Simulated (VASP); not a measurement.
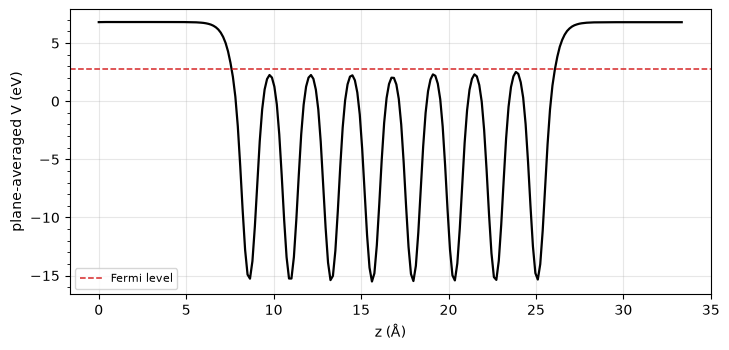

Al (slab). Plane average of the electrostatic potential energy of an electron across the slab.

Computed with Kohn-Sham DFT of a periodic cell, PBE, VASP PAW PBE potentials, recommended in VASP.

In a PAW calculation such maps are meaningful between the atoms, not at the nuclei.

How far above the Fermi level of the calculation is the vacuum level?

Answer. 4.1 eV.

How thick is the slab, and how wide the vacuum?

Answer. The outermost nuclei are 16.5 Å apart, in 8 atomic planes; the vacuum between periodic images is 17.0 Å wide.
